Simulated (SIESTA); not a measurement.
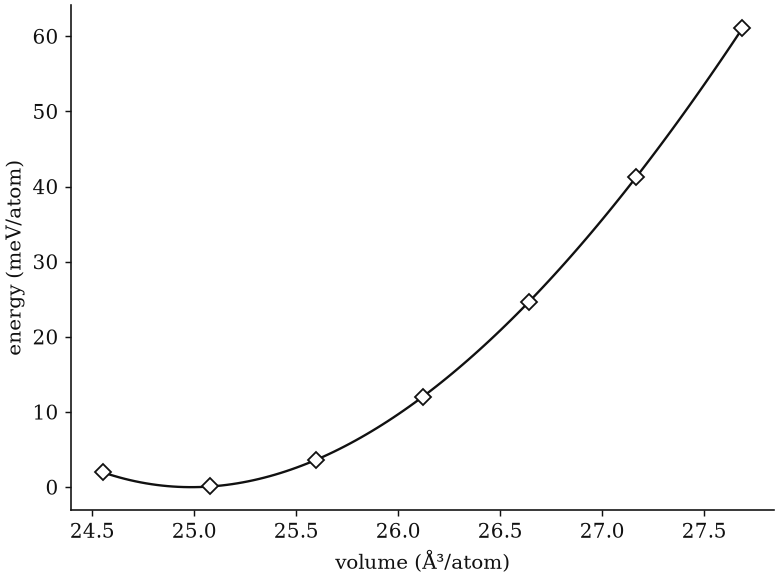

The picture above shows the energy against volume.

How it was computed, with SIESTA 5.4.2: DFT in numerical atomic orbitals with pseudopotentials, no spin polarisation; energies at scaled volumes of the given cell, shape and fractions fixed, counted from the fit's minimum, third-order Birch-Murnaghan fit. Level: LDA.

Question: For which of these solids was it computed?
A. TiSe, P4/nmm (No. 129)
B. KMgF₃, Pm-3m (No. 221)
C. SnSe, Pnma (No. 62)
D. Ta, P6_3/mmc (No. 194)

Answer: A, TiSe: energy from 0.09 meV/atom to 61.05 meV/atom, V0 24.98 Å³/atom, B0 81.4 GPa. The others give: KMgF₃, energy from 0.11 meV/atom to 34.45 meV/atom, V0 12.09 Å³/atom, B0 90.3 GPa; Ta, energy from 0 meV/atom to 163 meV/atom, V0 17.71 Å³/atom, B0 225 GPa; SnSe, energy from 0.36 meV/atom to 20.68 meV/atom, V0 26.44 Å³/atom, B0 58.3 GPa.

For KMgF₃, limits of the calculation: mulliken charges of long orbitals.

For SnSe, limits of the calculation: mulliken charges of long orbitals; shape and atomic fractions are frozen while scaling, which makes layered, chain and framework solids too stiff.

For Ta, limits of the calculation: the fit and the printed pressures don't fully agree, or the minimum lies near the end of the range; mulliken charges of long orbitals; short basis over semicore shells; shape and atomic fractions are frozen while scaling, which makes layered, chain and framework solids too stiff.

For TiSe, limits of the calculation: mulliken charges of long orbitals; shape and atomic fractions are frozen while scaling, which makes layered, chain and framework solids too stiff.
